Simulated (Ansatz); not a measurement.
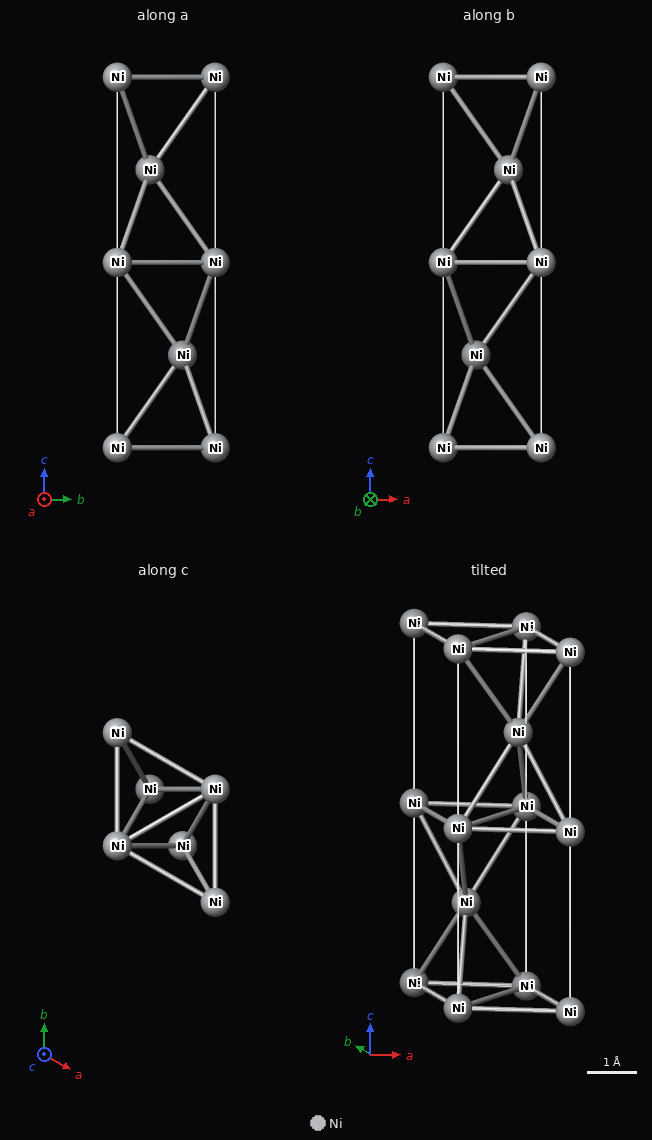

A ball-and-stick rendering, viewed along the a axis, along the b axis, along the c axis and slightly off an axis. The frame is the conventional unit cell; atoms at its boundary are shown with their periodic copies.

Lattice parameters: a = 2.347 Å, b = 2.347 Å, c = 7.697 Å, α = 90.00°, β = 90.00°, γ = 120.00°.

Q: Turn the picture into a table of Wyckoff sites.

A: Space group P6_3/mmc (No. 194).
```json
{"atom": "Ni", "site": "2a", "x": "0.0000", "y": "0.0000", "z": "0.0000"}
{"atom": "Ni", "site": "2c", "x": "0.3333", "y": "0.6667", "z": "0.2500"}
```

It goes back to a structure type filled with this element by a generator (whether the element takes this form wasn't checked). Earlier steps of the study may have refined or changed the cell and positions. A calculation with Ansatz used it as input.

At this level of theory the cell isn't at rest (compressed, at 40 GPa), so its distances can differ from those at equilibrium, the more so the softer the solid.
